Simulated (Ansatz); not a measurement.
**Co$_{2}$Si: single-point calculation (part 3 of 3)**

Co$_{2}$Si (6 atoms in the cell); DFT r2SCAN, scalar-relativistic, plane waves, PAW, spin-polarised (Ansatz 0.2.0); cutoff 500 eV, 6×6×4 k-mesh, Gaussian smearing of 0.1 eV, collinear spins. The structure was made by swapping elements on the sites of another compound; it need not be a known phase. It belongs to a series of runs on one base structure; here: Ni -> Co on all its sites, cell and atoms relaxed.

Geometry of the input (Å; fractional positions):
```
3.8981  0.0000  0.0000
-1.9490  3.3758  0.0000
0.0000  0.0000  4.9631
Si 0.3333  0.6667  0.7500
Si 0.6667  0.3333  0.2500
Co 0.0000  0.0000  0.0000
Co 0.0000  0.0000  0.5000
Co 0.3333  0.6667  0.2500
Co 0.6667  0.3333  0.7500
```

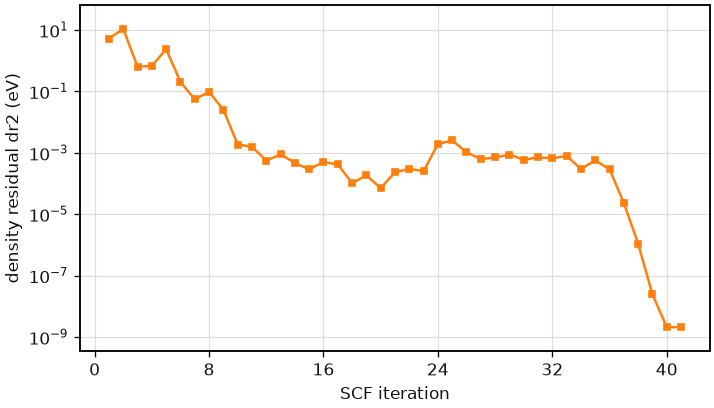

**Figure 1.** Convergence of the self-consistent field: density residual dr2 against the SCF iteration. The residual falls unevenly and jumps up by a factor of two or more 4 times on the way down.

```
SCF converged after 41 iterations
Stability not told: the lowest value that the SCF's own minimisation read on its close, 1.1e-1 (residual 7.3e-6), is positive but too near zero to vouch for directions that it does not look along: no lower mode is shown, and none is ruled out
Magnetization: 2.6740 μB (39.3370 up, 36.6630 down)
Absolute magnetization: 3.3661 μB (∫|ρ↑−ρ↓|, with the PAW one-centre terms)
Spin contamination: 0.1791 ħ² per cell (⟨S²⟩ above its minimum at these occupations)
Per-site moments (μB) at R_I (Å): [(-0.029136052157573804, 0.9283479620202159), (-0.029136052157573516, 0.9283479620202159), (1.1953217712365194, 1.023640302196875), (1.1953217712365178, 1.023640302196875), (0.3018296974660054, 0.9283479620202159), (0.30182969746600535, 0.9283479620202159)]
Free energy (F): -21805.466672 eV
Harris-Foulkes:  -21805.466672 eV  (|F-HF|=2.01e-9)
Internal energy: -21805.431739 eV  (E = F + TS)
E sigma→0 (E₀):  -21805.449205 eV
Entropy (-TS):   -0.034933 eV (-5.822 meV/atom)
Fermi energy:    17.011084 eV
--- Per-component energies (eV) ---
  E_band       = -1071.902229
  E_kinetic    = 1915.034221
  E_local      = -13234.777031  (includes V_loc(G=0)·N_el)
  E_nonlocal   = 1885.094746
  E_hartree    = 5690.087186
  E_xc         = -738.019318
  E_vxc        = -1027.430651  (∫ρ·V_xc dr)
  E_paw        = -7143.971831  (= ΣΔE_a)
  E_vpaw       = -2053.872712  (= ΣTr[D̂ρ^β])
  E_aug_tail   = 0.000134  (compensation charges beyond the density's cutoff)
  E_vtau       = 63.870470  (kinetic-family band-sum trace: ∫τ·v_τ [+ j·A + Jᵃ·Aᵃ] dr)
  E_ewald      = -10177.546154
  E_core_change = -1.333691  (= ΣΔE_core)
  E_smearing   = -0.034933  (= −TS)
  E_closure    = 0.000000  (closes the sum)
  Σ components = -21805.466672   (vs F -21805.466672, Δ=0.00e0)
--- Forces (eV/Å), atoms counted from 1 ---
  atom   1  Si    -0.00000000    -0.00000000     0.00000000
  atom   2  Si     0.00000000    -0.00000000     0.00000000
  atom   3  Co     0.00000000    -0.00000000     0.00000000
  atom   4  Co     0.00000000    -0.00000000     0.00000000
  atom   5  Co    -0.00000000    -0.00000000     0.00000000
  atom   6  Co     0.00000000     0.00000000     0.00000000
  max |Σ_I F_I| component: 3.70e-17 eV/Å
--- Stress (GPa, compression-positive) ---
       -6.480993      -0.000000       0.000000
        0.000000      -6.480993       0.000000
        0.000000       0.000000      -9.949274
  P = ⅓ Tr σ = -7.6371 GPa (-76.371 kbar)
--- Band table (eV; the first three rows and the last of 42) ---
  k-point 0 ↑: bands = ["-82.2266", "-82.2078", "-81.2787", "-81.2783", "-44.2416", "-44.0660", "-44.0140", "-44.0140", "-43.9916", "-43.9916", "-43.1533", "-43.1533", "-43.1532", "-43.1454", "-43.1454", "-43.1422", "4.2553", "8.8702", "10.5568", "11.8594", "11.8594", "12.9035", "13.2572", "13.2572", "13.4651", "13.4651", "13.4985", "13.4985", "15.5730", "15.5730", "15.6430", "15.6430", "15.6742", "16.0702", "16.0702", "16.6055", "16.6055", "16.6571", "16.9969", "20.5592", "20.5592", "20.6614", "20.6614", "20.7627", "20.8544", "22.1386", "22.1386", "23.6148", "26.2226", "26.2226", "27.1920", "27.1920", "27.5619"]
  k-point 1 ↑: bands = ["-82.2238", "-82.2106", "-81.2787", "-81.2784", "-44.2160", "-44.0919", "-44.0107", "-44.0107", "-43.9949", "-43.9949", "-43.1521", "-43.1521", "-43.1517", "-43.1466", "-43.1466", "-43.1439", "4.6496", "7.4819", "11.7046", "11.9693", "11.9693", "12.7967", "12.7967", "13.0309", "13.5511", "13.5511", "13.6929", "13.6929", "15.4209", "15.6850", "15.6850", "15.7812", "15.7812", "15.9403", "16.0678", "16.0678", "16.4995", "16.4995", "18.4874", "20.4653", "20.6664", "20.6664", "20.7334", "21.0060", "21.0060", "21.7224", "21.7224", "24.0404", "24.0861", "24.0861", "27.0080", "27.1545", "28.6441"]
  k-point 2 ↑: bands = ["-82.2172", "-82.2172", "-81.2785", "-81.2785", "-44.1541", "-44.1541", "-44.0028", "-44.0028", "-44.0028", "-44.0028", "-43.1493", "-43.1493", "-43.1493", "-43.1493", "-43.1479", "-43.1479", "5.7859", "5.7859", "12.2939", "12.2939", "12.2939", "12.2939", "12.8257", "12.8257", "13.6731", "13.6731", "13.6731", "13.6731", "15.3112", "15.3112", "15.8673", "15.8673", "15.8673", "15.8673", "16.2234", "16.2234", "16.2234", "16.2234", "20.0923", "20.0923", "21.0280", "21.0280", "21.0280", "21.0280", "22.0576", "22.0576", "22.1896", "22.1896", "22.1896", "22.1896", "26.0579", "26.0579", "30.8188"]
  k-point 20 ↓: bands = ["-80.7924", "-80.7924", "-80.3380", "-80.3380", "-42.6948", "-42.6948", "-42.6896", "-42.6896", "-42.6483", "-42.6483", "-42.2069", "-42.2069", "-42.1990", "-42.1990", "-42.1866", "-42.1866", "8.1117", "8.1117", "10.4469", "10.4469", "11.2737", "11.2737", "13.6005", "13.6005", "14.7282", "14.7282", "15.2622", "15.2622", "15.6812", "15.6812", "15.8277", "15.8277", "16.3742", "16.3742", "16.6859", "16.6859", "17.1688", "17.1688", "17.2700", "17.2700", "18.5251", "18.5251", "23.5273", "23.5273", "24.1683", "24.1683", "26.2611", "26.2611", "26.8289", "26.8289", "26.9527", "26.9527", "27.3405"]
--- Löwdin populations: 6 sites ---
  site symbol       q [e]    m [muB]
     0     Si      4.3627    -0.0837
     1     Si      4.3627    -0.0837
     2     Co     16.5135     1.1876
     3     Co     16.5135     1.1876
     4     Co     16.6939     0.2923
     5     Co     16.6939     0.2923
  spilling = 0.011312 (of n_electrons = 76.000000)
```

File populations.tsv:
```
# site	symbol	l	j	q_up	q_dn
# orbitals = lowdin
# n_electrons = 76.000000
# spilling = 0.011312
0	Si	0_3S	-	0.658241	0.664831
0	Si	1_3P	-	1.481279	1.558363
1	Si	0_3S	-	0.658241	0.664831
1	Si	1_3P	-	1.481279	1.558363
2	Co	0_3S	-	0.990105	0.990539
2	Co	0_4S	-	0.304888	0.313180
2	Co	1_3P	-	2.998254	2.998260
2	Co	2_3D	-	4.557342	3.360974
3	Co	0_3S	-	0.990105	0.990539
3	Co	0_4S	-	0.304888	0.313180
3	Co	1_3P	-	2.998254	2.998260
3	Co	2_3D	-	4.557342	3.360974
4	Co	0_3S	-	0.985347	0.985561
4	Co	0_4S	-	0.295273	0.313611
4	Co	1_3P	-	2.995932	2.996209
4	Co	2_3D	-	4.216554	3.905399
5	Co	0_3S	-	0.985347	0.985561
5	Co	0_4S	-	0.295273	0.313611
5	Co	1_3P	-	2.995932	2.996209
5	Co	2_3D	-	4.216554	3.905399
```

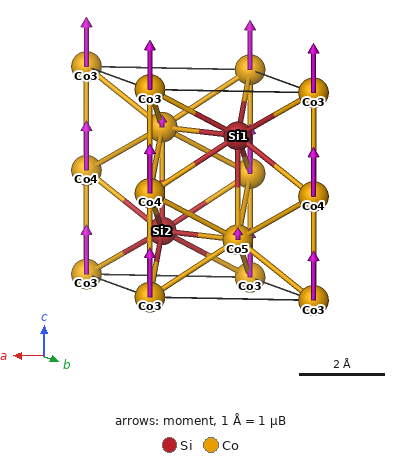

**Figure 2.** Magnetic moments of the sites as pink arrows (ball-and-stick view of the cell of the calculation, seen at an oblique angle; atoms are numbered from 1 in the order of the input); small moments hardly show. The run is collinear, so the axis drawn is arbitrary. Site moments: Co3, Co4 (1.20 μB); Co5, Co6 (0.30 μB). They are counted near the atoms and needn't add up to the moment of the cell.

Key numbers:

```json
{"quantity": "outcome", "value": "converged"}
{"quantity": "space group (tolerance 0.01 Å)", "value": "P6₃/mmc (194)"}
{"quantity": "electrons treated", "value": "76"}
{"quantity": "free energy", "value": "−21805.4667 eV"}
{"quantity": "Fermi energy", "value": "17.011 eV"}
{"quantity": "gap on the k-point mesh", "value": "none (metallic)"}
{"quantity": "net moment of the cell", "value": "2.67 μB"}
{"quantity": "integrated absolute moment", "value": "3.37 μB"}
{"quantity": "pressure", "value": "−7.64 GPa"}
{"quantity": "largest force (length of the vector)", "value": "under 0.001 eV/Å"}
{"quantity": "wall time", "value": "100 s"}
{"quantity": "peak memory", "value": "0.88 GiB"}
```

The electronic state found may not be the lowest one. The cell is under a tension of 7.6 GPa at this level, so it is not at its equilibrium volume.
